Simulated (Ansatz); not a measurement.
## Geometry relaxation, with input and output: W (part 2 of 2)

W (slab, 4 atoms in the cell); DFT PBE, scalar-relativistic, plane waves, PAW, PAW set soft_1, no spin polarisation (Ansatz 0.2.0); cutoff 420 eV, 10×7×1 k-mesh, Gaussian smearing of 0.1 eV. The structure derives from an entry of the Crystallography Open Database. The input holds or restrains some coordinates. Forces given for the steps count only the free coordinates.

Geometry of the input (Å; fractional positions):
```
2.8547  0.0000  0.0000
0.0000  4.0372  0.0000
0.0000  0.0000  18.2821
W  0.5000  0.5000  0.3829
W  0.0000  0.0000  0.4610
W  0.5000  0.5000  0.5390
W  0.0000  0.0000  0.6171
```

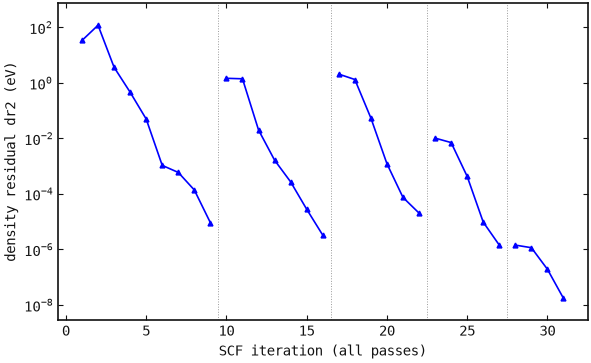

*Convergence of the self-consistent field: density residual dr2 against the SCF iteration. The dotted lines part the SCF passes of the relaxation: geometry steps, rejected trials and re-solves on a re-selected basis.*

The 5 passes take 4 to 9 iterations each, 31 in all.

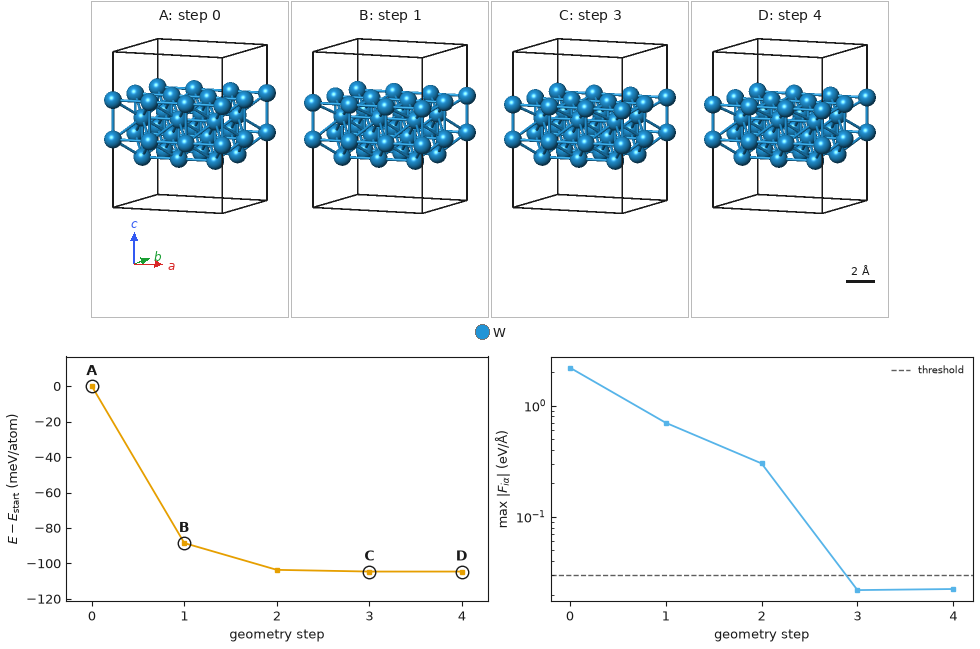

*Frames of the restrained relaxation (ball-and-stick view of the 3 × 2 repeat of the cell, with the vacuum cut short, seen slightly off an axis) above the curves, on which the letters mark them (the first geometry is step 0 here and step 1 in the log).*

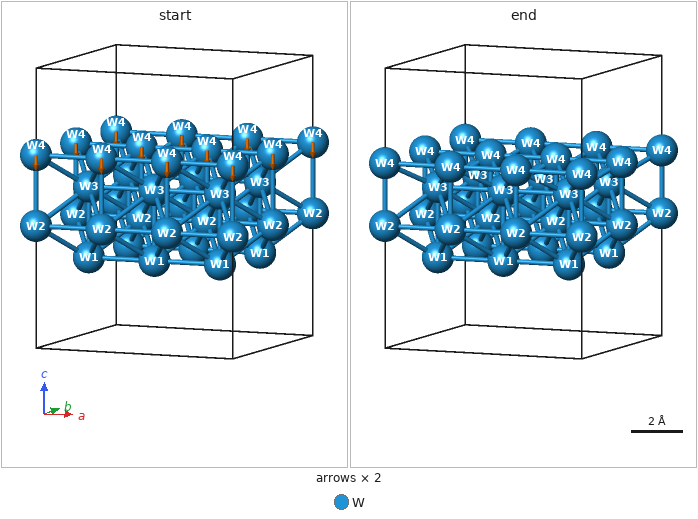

*Before (left) and after (right) the restrained relaxation, at one scale (ball-and-stick view of the 3 × 2 repeat of the cell, with the vacuum cut short, seen slightly off an axis). The orange arrows give the displacements, magnified 2 times.*

The energy falls by 105 meV per atom in 4 geometry steps. Largest force component: 2.2 eV/Å at the start, 0.022 eV/Å at the end. The largest move is that of W4, 0.33 Å. The lattice vectors keep their values. Distances before and after: W2–W4 2.855 → 2.530 Å, W3–W4 2.855 → 2.714 Å, W1–W3 2.855 → 2.837 Å. (Atoms are counted from 1 in the order of the input.)

```
WARN: The output density's exchange-correlation potential varies sharply where the density is thin. Do not read a vacuum level from v_tot or v_xc, or from such a field of the output density. On a cell that repeats whose density bears no net charge and no dipole along the vacuum's axis use v_es (v_loc + v_h of the components); under efield.dipole_correction with no amplitude use v_es + v_field, which holds any external_charges[].barrier, or the levels of the report's work_function block, which leave it out; under a non-zero efield.amplitude the vacuum is tilted and has no level; on a cell that repeats and bears such a dipole with no correction it is tilted too, and efield.dipole_correction with no amplitude gives each side of its ramp a level where efield: is served; in a cell that repeats whose density bears a net charge (total_charge, or a fill off its count) it is curved and has none; of a slab under crystal.periodic whose density bears no net charge use v_es, which has a level on each side, short of where the two are joined; of another it falls or rises all the way out and has none; of a slab beside external_charges read slab_vacuum_level instead, which it has where they leave it neutral. The grid or the basis barely resolves most such structure, and the values can differ between equally converged runs; as a rule a tighter scf.convergence.dr2_threshold does not remove it. Where the density itself ripples (under the LDA too) a higher basis.ecutwfc lessens it. The files hold the spikes' plane waves up to the density's cutoff. Files: v_tot_of_output_density and the like, and their columns of v_z.tsv (output.write_potential); v_xc_of_output_density and the like, and their columns of v_comp_z.tsv (output.write_potential_components). Measured: with its Gaussian average of σ = 0.25 Å subtracted twice, the exchange-correlation potential is over 0.1 eV at 506 of the grid points where the equally averaged density (valence and model cores) is under 1e-3 e/Å³, and 0.751 eV at the most among them, at an averaged density of 1.5e-7 e/Å³. See output.write_potential in the manual, Limitations
SCF converged after 4 iterations
Free energy (F): -41537.570082 eV
Harris-Foulkes:  -41537.570082 eV  (|F-HF|=5.15e-9)
Internal energy: -41537.546822 eV  (E = F + TS)
E sigma→0 (E₀):  -41537.558452 eV
Entropy (-TS):   -0.023260 eV (-5.815 meV/atom)
Fermi energy:    3.825999 eV
Dipole field:    D = -0.009989 V/Å  (p = -0.011632 e·Å, saw-weighted, corrected)
Work function:   Φ+ = 4.2747 eV   Φ− = 4.0921 eV
Levels:          The Fermi level and band energies are counted from a zero that moves with the ramp; work functions are not
--- Per-component energies (eV) ---
  E_band       = -1343.800014
  E_kinetic    = 1680.517721
  E_local      = -40071.035349  (includes V_loc(G=0)·N_el)
  E_nonlocal   = -98.485576
  E_hartree    = 19355.882674
  E_xc         = -1063.940707
  E_vxc        = -916.118789  (∫ρ·V_xc dr)
  E_paw        = -34311.559834  (= ΣΔE_a)
  E_vpaw       = -650.381331  (= ΣTr[D̂ρ^β])
  E_aug_tail   = 0.000612  (compensation charges beyond the density's cutoff)
  E_efield     = 0.000058  (sawtooth field / dipole correction)
  E_vefield    = -0.047812  (∫n·V_field dr)
  E_ewald      = 12971.073579
  E_smearing   = -0.023260  (= −TS)
  E_closure    = -0.000000  (closes the sum)
  Σ components = -41537.570082   (vs F -41537.570082, Δ=0.00e0)
--- Forces (eV/Å), atoms counted from 1 ---
  atom   1  W      0.00000000     0.00000000     2.20793996
  atom   2  W      0.00000000     0.00000000    -2.21846797
  atom   3  W      0.00000000     0.00000000    -0.01192675
  atom   4  W      0.00000000     0.00000000     0.02241199
  max |Σ_I F_I| component: 4.28e-5 eV/Å
--- Band table (eV; the first three rows and the last of 24) ---
  k-point 0: bands = ["-70.0103", "-69.8273", "-69.7227", "-69.6279", "-34.5845", "-34.5272", "-34.3402", "-34.2974", "-33.9539", "-33.9332", "-33.8258", "-33.7823", "-33.6276", "-33.5506", "-33.4307", "-33.4008", "-4.2298", "-1.6150", "-1.2349", "0.1404", "0.3109", "1.6143", "1.7771", "2.4479", "2.8962", "3.1473", "3.1677", "3.7717", "3.9848", "4.5952", "4.7639", "4.9886", "5.2612", "5.9797"]
  k-point 1: bands = ["-70.0091", "-69.8234", "-69.7213", "-69.6344", "-34.6348", "-34.4916", "-34.3988", "-34.2177", "-33.9771", "-33.9141", "-33.7907", "-33.7737", "-33.6352", "-33.5409", "-33.4518", "-33.4357", "-3.9664", "-1.5633", "-1.1592", "0.0099", "0.2811", "1.4635", "1.9188", "2.5565", "3.0892", "3.1557", "3.3133", "3.8546", "4.2492", "4.2958", "4.6870", "4.7380", "5.6162", "5.8457"]
  k-point 2: bands = ["-70.0065", "-69.8144", "-69.7156", "-69.6518", "-34.6987", "-34.5233", "-34.3506", "-34.1719", "-33.9825", "-33.8629", "-33.7526", "-33.7266", "-33.6527", "-33.5494", "-33.5089", "-33.5002", "-3.2383", "-1.5117", "-0.9798", "-0.4915", "0.5849", "1.6045", "2.0872", "2.3089", "3.1384", "3.3543", "3.6532", "3.8186", "4.1996", "4.4096", "4.6662", "4.9672", "5.0282", "5.8317"]
  k-point 23: bands = ["-69.9700", "-69.7700", "-69.6649", "-69.6424", "-34.6696", "-34.6330", "-34.4587", "-34.3819", "-34.3644", "-34.2807", "-34.0129", "-33.8353", "-33.8268", "-33.5913", "-33.5722", "-33.5570", "-0.9387", "-0.8570", "0.1568", "0.6850", "1.2181", "1.2513", "2.1305", "2.4728", "2.8715", "3.0325", "3.1500", "3.8324", "4.7485", "5.0744", "5.4551", "5.7004", "6.1299", "6.1330"]
--- Relaxed structure (5 steps of the walk, 5 accepted, 0 SCFs on fresh bases) ---
  F+E_penalty+E_count = -41537.57008155 eV   max|allowed force component| = 2.241e-2 eV/Å
  atoms:
    - { symbol: W, position: [0.49999999999999994, 0.49999999999999994, 0.3828885576] }
    - { symbol: W, position: [0.0, 0.0, 0.46096285249999996] }
    - { symbol: W, position: [0.49999999999999994, 0.49999999999999994, 0.5380710314339618] }
    - { symbol: W, position: [0.0, 0.0, 0.5993317817250151] }
```

### Trajectory as extended XYZ (Å, eV, eV/Å), 5 frames, from step=1 to step=5
```
4
Lattice="2.8547 0.0000 0.0000 0.0000 4.0372 0.0000 0.0000 0.0000 18.2821" Properties=species:S:1:pos:R:3:forces:R:3 step=1 energy=-41537.15174
W     1.4274    2.0186    7.0000    0.0000   0.0000   2.2010
W     0.0000    0.0000    8.4274    0.0000   0.0000  -1.2919
W     1.4274    2.0186    9.8547    0.0000   0.0000   1.2920
W     0.0000    0.0000   11.2821    0.0000   0.0000  -2.2011
4
Lattice="2.8547 0.0000 0.0000 0.0000 4.0372 0.0000 0.0000 0.0000 18.2821" Properties=species:S:1:pos:R:3:forces:R:3 step=2 energy=-41537.50579
W     1.4274    2.0186    7.0000    0.0000   0.0000   2.2557
W     0.0000    0.0000    8.4274    0.0000   0.0000  -1.2448
W     1.4274    2.0186    9.9422    0.0000   0.0000  -0.3101
W     0.0000    0.0000   11.0827    0.0000   0.0000  -0.7022
4
Lattice="2.8547 0.0000 0.0000 0.0000 4.0372 0.0000 0.0000 0.0000 18.2821" Properties=species:S:1:pos:R:3:forces:R:3 step=3 energy=-41537.56622
W     1.4274    2.0186    7.0000    0.0000   0.0000   2.2332
W     0.0000    0.0000    8.4274    0.0000   0.0000  -2.4296
W     1.4274    2.0186    9.8352    0.0000   0.0000  -0.1087
W     0.0000    0.0000   10.9325    0.0000   0.0000   0.3024
4
Lattice="2.8547 0.0000 0.0000 0.0000 4.0372 0.0000 0.0000 0.0000 18.2821" Properties=species:S:1:pos:R:3:forces:R:3 step=4 energy=-41537.57008
W     1.4274    2.0186    7.0000    0.0000   0.0000   2.2081
W     0.0000    0.0000    8.4274    0.0000   0.0000  -2.2181
W     1.4274    2.0186    9.8371    0.0000   0.0000  -0.0122
W     0.0000    0.0000   10.9570    0.0000   0.0000   0.0219
4
Lattice="2.8547 0.0000 0.0000 0.0000 4.0372 0.0000 0.0000 0.0000 18.2821" Properties=species:S:1:pos:R:3:forces:R:3 step=5 energy=-41537.57008
W     1.4274    2.0186    7.0000    0.0000   0.0000   2.2079
W     0.0000    0.0000    8.4274    0.0000   0.0000  -2.2185
W     1.4274    2.0186    9.8371    0.0000   0.0000  -0.0119
W     0.0000    0.0000   10.9570    0.0000   0.0000   0.0224
```

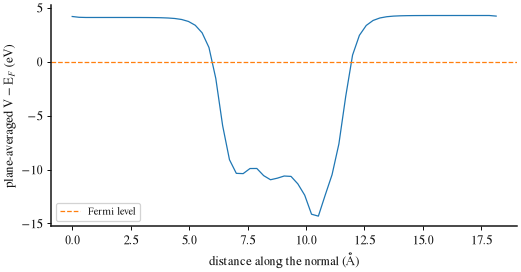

*Plane average of the electrostatic potential energy of an electron across the cell, from the Fermi level.*

The vacuum level lies 4.27 eV above the Fermi level on the upper side and 4.09 eV on the lower.

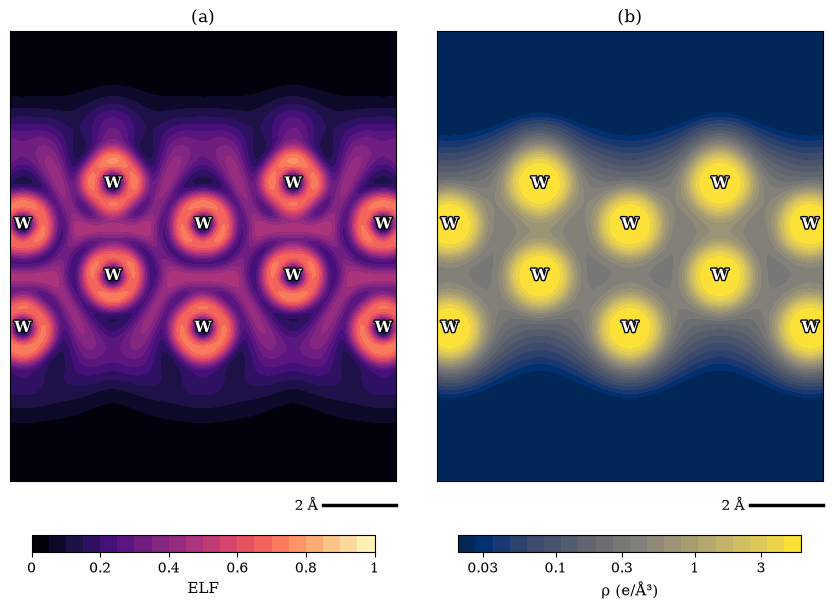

*(a) ELF; (b) valence charge density (pseudo) on the (110) plane of the calculation cell, a cut from vacuum to vacuum.*

Atoms in the plane: W. W–W (2.71 Å): the density is about 0.45 e/Å³ at the midpoint; the ELF is about 0.40 at the midpoint (metallic bonding. W–W (2.84 Å): ρ is about 0.4 e/Å³ halfway; the ELF is about 0.45 at the midpoint (nearly free electrons, as in a simple metal). The density dies away to nearly zero in the vacuum. The strong features right at W lie inside the PAW spheres (semicore, d or f shells) and say nothing about bonding. Core electrons are frozen (PAW), so the fields are smoothed inside the atomic spheres.

### Results in brief

```csv
quantity,value
outcome,converged under the restraints of the input
electrons treated,56
free energy,−41537.5701 eV
"work function, top face",4.27 eV
"work function, bottom face",4.09 eV
Fermi energy,3.826 eV
gap on the k-point mesh,none (metallic)
final volume,210.70 Å³
work function (upper face),4.27 eV
"largest force (length of the vector) at the end, held atoms and coordinates included",2.218 eV/Å
hardware,"1 thread of Arm Neoverse V1, 24 GiB of memory available, shared host"
wall time,1.8 min
peak memory,0.43 GiB
```

### Remarks

The program warns: the exchange-correlation potential is rough where the density is thin. Spin–orbit coupling is left out, which matters for W.
